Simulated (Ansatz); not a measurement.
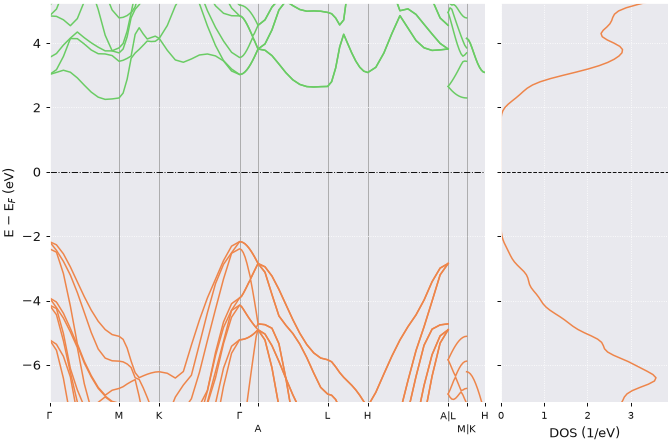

Band structure and density of states. Energies are counted from the Fermi level. The DOS curve is built from the levels of the k mesh with Gaussians 0.55 eV wide, which also blur the band edges; ripples of that width can come from the mesh.

Structure: C, space group P6_3/mmc, 8 atoms in the cell; a = 2.522 Å, c = 8.237 Å (hexagonal axes).

Ansatz 0.2.0; revPBE, Ansatz PAW, no spin polarisation, no spin-orbit coupling, 12×12×4 k mesh, 420 eV cutoff.

### Is there a gap? Give its size, its kind and where the band edges lie.

The bands leave a gap. The gap along this path is 4.42 eV and indirect, from the valence-band top at Γ to the conduction-band bottom between Γ and M; the smallest direct gap is 5.19 eV, at Γ. At M the lowest conduction band lies only 0.04 eV higher.

### How many bands meet at the valence-band top?

Two bands meet at the valence-band top at Γ: it is doubly degenerate (spin aside).

The PAW data sets were made with another functional. LDA, GGA and most meta-GGA functionals understate gaps. The cell is at 7 GPa in this functional. This is a hexagonal form of diamond, not graphite.
